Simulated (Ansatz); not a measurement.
**Run report: TaN, geometry relaxation (part 2 of 2)**

The same run, continued: TaN (Fm-3m, 2 atoms in the cell); DFT PBE, scalar-relativistic, plane waves, PAW, no spin polarisation (Ansatz 0.2.0); cutoff 420 eV, 16×16×16 k-mesh, Fermi–Dirac smearing of 0.15 eV. The structure derives from an entry of the Crystallography Open Database. It belongs to a series of runs on one base structure; here: cell and atoms relaxed tightly for response.

Geometry of the input (Å; fractional positions):
```
0.0000  2.2086  2.2086
2.2086  0.0000  2.2086
2.2086  2.2086  0.0000
Ta 0.5000  0.5000  0.5000
N  0.0000  0.0000  0.0000
```

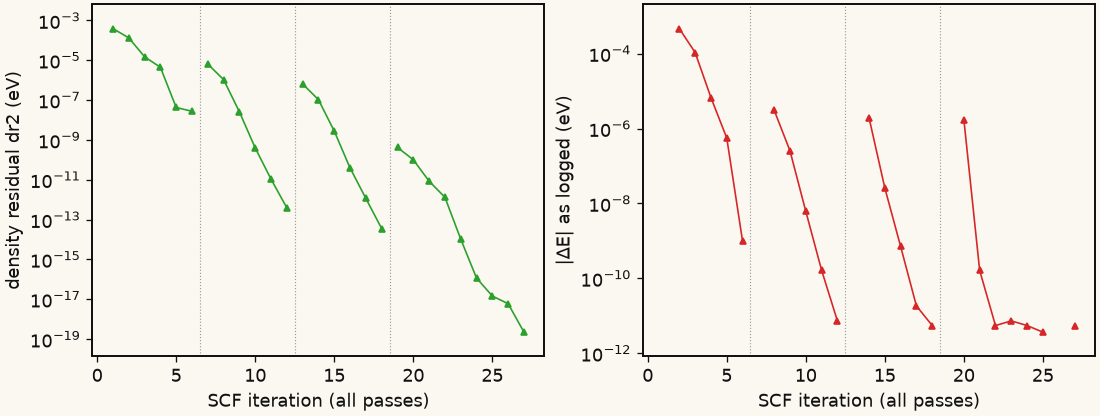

Fig. 1: Convergence of the self-consistent field: density residual dr2 and size of the energy change against the SCF iteration. The dotted lines part the SCF passes of the relaxation: geometry steps, rejected trials and re-solves on a re-selected basis. The passes take 6, 6, 6 and 9 iterations.

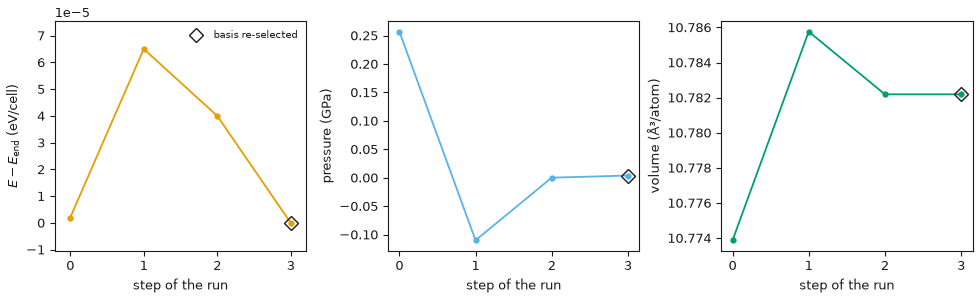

Fig. 2: Progress of the relaxation, step by step (the first geometry is step 0 here and step 1 in the log). The energy rises by next to nothing (0.0 meV per cell of the calculation) in 2 geometry steps. All forces vanish by symmetry, so only the cell relaxes. Pressure: 0.26 GPa at the start and 0.00 GPa at the end. The atoms keep their places relative to the cell (all moves are under 0.005 Å). The volume changes by +0.1 %, with a = b = c 4.417 → 4.418 Å (0.0 %). The space group stays Fm-3m (No. 225). A last SCF at the same geometry on a re-selected plane-wave basis shifts the energy by next to nothing (0.0 meV per cell of the calculation).

```
basis re-selected at this cell: Δ(F+E_penalty+E_count) = -4.056e-5 eV, ΔP = +0.004 GPa vs the last step (what re-selecting the basis moved, of the pressure what is left beyond the Pulay correction that the steps carried, after the strain that the cell walked since its last selection, with what the two solves' SCF thresholds leave and, on support functions, any second-order correction that the steps lacked; it is no measure of the basis error at this ecutwfc). This SCF's stress stands 3.84e-3 GPa from its target on what of the cell is left free (relax.cell.stress_tol is 1.00e-2 GPa) and its largest allowed force component is 7.26e-30 eV/Å (relax.f_tol is 1.00e-3 eV/Å): within both
SCF converged after 9 iterations
Free energy (F): -10317.948295 eV
Harris-Foulkes:  -10317.948295 eV  (|F-HF|=7.28e-12)
Internal energy: -10317.885325 eV  (E = F + TS)
E sigma→0 (E₀):  -10317.916810 eV
Entropy (-TS):   -0.062970 eV (-31.485 meV/atom)
Fermi energy:    21.376053 eV
--- Per-component energies (eV) ---
  E_band       = -49.405359
  E_kinetic    = 500.407007
  E_local      = -592.785402  (includes V_loc(G=0)·N_el)
  E_nonlocal   = 59.817795
  E_hartree    = 199.069889
  E_xc         = -279.942994
  E_vxc        = -282.403805  (∫ρ·V_xc dr)
  E_paw        = -8524.221162  (= ΣΔE_a)
  E_vpaw       = -132.580889  (= ΣTr[D̂ρ^β])
  E_aug_tail   = 0.000156  (compensation charges beyond the density's cutoff)
  E_ewald      = -1680.230615
  E_smearing   = -0.062970  (= −TS)
  E_closure    = 0.000000  (closes the sum)
  Σ components = -10317.948295   (vs F -10317.948295, Δ=0.00e0)
--- Forces (eV/Å), atoms counted from 1 ---
  atom   1  Ta     0.00000000    -0.00000000     0.00000000
  atom   2  N     -0.00000000     0.00000000     0.00000000
  max |Σ_I F_I| component: 1.52e-29 eV/Å
--- Stress (GPa, compression-positive) ---
        0.003842      -0.000000      -0.000000
       -0.000000       0.003842       0.000000
       -0.000000       0.000000       0.003842
  P = ⅓ Tr σ = 0.0038 GPa (0.038 kbar)
--- Band table (eV; the first three rows and the last of 145) ---
  k-point 0: bands = ["-48.1018", "-14.3557", "-14.3557", "-14.3557", "2.6480", "17.5912", "17.5912", "17.5912", "19.3236", "19.3236", "19.3236", "21.4613", "21.4613", "22.7625", "30.5521", "45.1775", "45.1775"]
  k-point 1: bands = ["-48.0998", "-14.3890", "-14.3588", "-14.3588", "2.7394", "17.0872", "17.2605", "17.2605", "19.4776", "19.4776", "19.5408", "21.8421", "21.8421", "23.0565", "30.8384", "43.6698", "44.4458"]
  k-point 2: bands = ["-48.0941", "-14.4825", "-14.3674", "-14.3674", "3.0038", "16.0621", "16.5707", "16.5707", "19.8389", "19.8389", "19.8640", "22.7716", "22.7716", "23.8032", "31.6316", "41.4582", "42.8298"]
  k-point 144: bands = ["-48.0317", "-14.8396", "-14.8396", "-14.6500", "4.5153", "14.0123", "14.6446", "14.6446", "21.1980", "21.1980", "24.8790", "25.3367", "25.8315", "31.1191", "33.1140", "33.1140", "36.3153"]
--- Relaxed structure (3 steps of the walk, 3 accepted, 1 SCFs on fresh bases) ---
  F+E_penalty+E_count = -10317.94829549 eV   max|allowed force component| = 7.264e-30 eV/Å   (the final SCF, on the basis selected at the relaxed cell)
  cell:  # Å, volume = 21.5644 Å³
    - [3.1672702248807984e-33, 2.2092034509899823, 2.2092034509899823]
    - [2.2092034509899823, 3.1018077250251905e-33, 2.2092034509899823]
    - [2.2092034509899823, 2.2092034509899823, 1.785150560957869e-33]
  atoms:
    - { symbol: Ta, position: [0.5, 0.5, 0.5] }
    - { symbol: N, position: [-1.6321618120230667e-37, 2.838542281810091e-37, 3.122396509934407e-37] }
```

Trajectory as extended XYZ (Å, eV, eV/Å), 4 frames, from step=1 to step=4:
```
2
Lattice="0.0000 2.2086 2.2086 2.2086 0.0000 2.2086 2.2086 2.2086 0.0000" Properties=species:S:1:pos:R:3:forces:R:3 step=1 energy=-10317.94829 pressure_GPa=0.26
Ta    2.2086    2.2086    2.2086    0.0000   0.0000   0.0000
N     0.0000    0.0000    0.0000    0.0000   0.0000   0.0000
2
Lattice="0.0000 2.2094 2.2094 2.2094 0.0000 2.2094 2.2094 2.2094 0.0000" Properties=species:S:1:pos:R:3:forces:R:3 step=2 energy=-10317.94823 pressure_GPa=-0.11
Ta    2.2094    2.2094    2.2094    0.0000   0.0000   0.0000
N     0.0000    0.0000    0.0000    0.0000   0.0000   0.0000
2
Lattice="0.0000 2.2092 2.2092 2.2092 0.0000 2.2092 2.2092 2.2092 0.0000" Properties=species:S:1:pos:R:3:forces:R:3 step=3 energy=-10317.94825 pressure_GPa=0.00
Ta    2.2092    2.2092    2.2092    0.0000   0.0000   0.0000
N     0.0000    0.0000    0.0000    0.0000   0.0000   0.0000
2
Lattice="0.0000 2.2092 2.2092 2.2092 0.0000 2.2092 2.2092 2.2092 0.0000" Properties=species:S:1:pos:R:3:forces:R:3 step=4 energy=-10317.94830 pressure_GPa=0.00
Ta    2.2092    2.2092    2.2092    0.0000   0.0000   0.0000
N     0.0000    0.0000    0.0000    0.0000   0.0000   0.0000
```

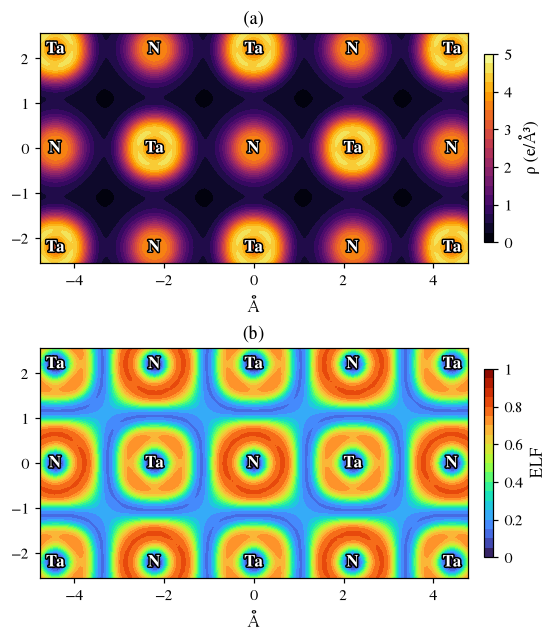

Fig. 3: (a) valence pseudo-density; (b) electron localisation function on the (001) plane of the conventional cell. The plane passes through Ta and N nuclei. Ta–N (2.21 Å): ρ is about 0.53 e/Å³ halfway; the ELF is about 0.15 at the midpoint (no shared pair; the contact is polar). Ta–Ta (3.12 Å): ρ at the midpoint is about 0.23 e/Å³; the ELF is about 0.20 at the midpoint (no localised pair between them). Away from the nuclei the density in this plane falls to 0.23 e/Å³ at its lowest. The strong features right at Ta lie inside the PAW spheres (semicore, d or f shells) and say nothing about bonding. Core electrons are frozen (PAW), so the fields are smoothed inside the atomic spheres.

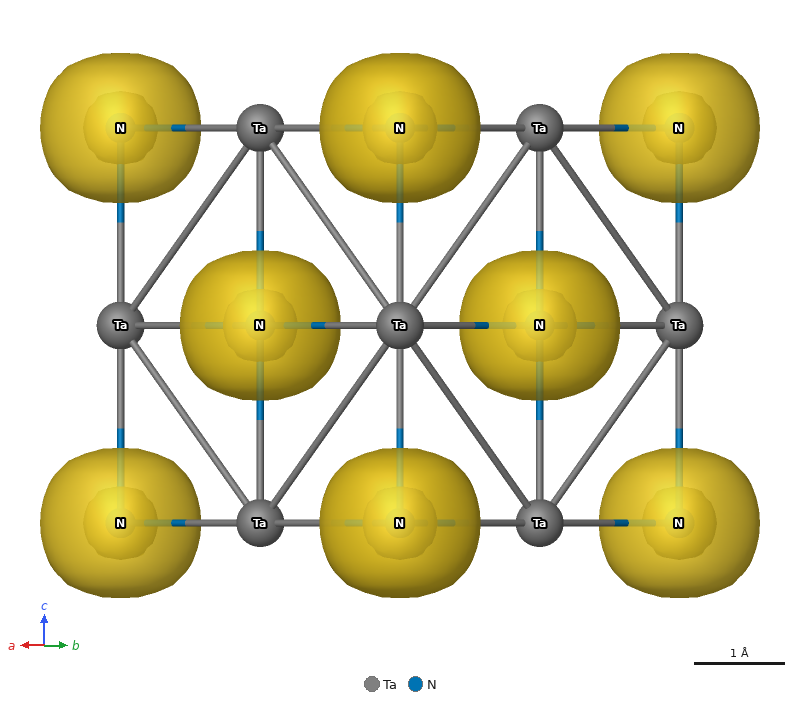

Fig. 4: Isosurface of the electron localisation function at 0.65 (yellow), seen along [110]. Core shells and regions of very low density are left out. Sticks mark near contacts. The outline is the cell set on symmetry axes. Along the contacts the grid gives the following. Ta–N (2.21 Å): the ELF is about 0.15 at the midpoint (no shared pair; the contact is polar). Ta–Ta (3.12 Å): the ELF is about 0.20 at the midpoint (no localised pair between them).
